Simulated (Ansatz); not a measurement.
Structure of Ni:

```
CELL_PARAMETERS angstrom
3.47754 0.00000 0.00000
0.00000 3.47754 0.00000
0.00000 0.00000 3.47754
ATOMIC_POSITIONS crystal
Ni 0.50000 0.00000 0.00000
Ni 0.50000 0.50000 0.50000
Ni 0.00000 0.00000 0.50000
Ni 0.00000 0.50000 0.00000
```

Basis of the simulation: the geometry relaxed with Ansatz, DFT r2SCAN, scalar-relativistic, plane waves, PAW; the starting structure was generated, so it need not be a known form of this composition.

Where will the first 4 clear peaks of its neutron PDF lie (peak width σ = 0.07 Å), and from which pairs do they come?

Answer. 1. 2.46 Å: Ni–Ni at 2.46 Å
2. 3.48 Å: Ni–Ni at 3.48 Å
3. 4.26 Å: Ni–Ni at 4.26 Å
4. 4.92 Å: Ni–Ni at 4.92 Å

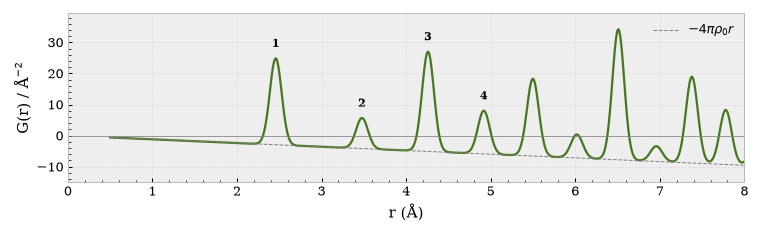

Simulated neutron pair distribution function, G(r) = R(r)/r − 4πρ₀r, summed over the atomic distances of the structure with each pair weighted by the product of the tabulated coherent neutron scattering lengths (natural isotope mix where the element has one); every distance is a Gaussian of σ = 0.07 Å. No termination ripples are included.
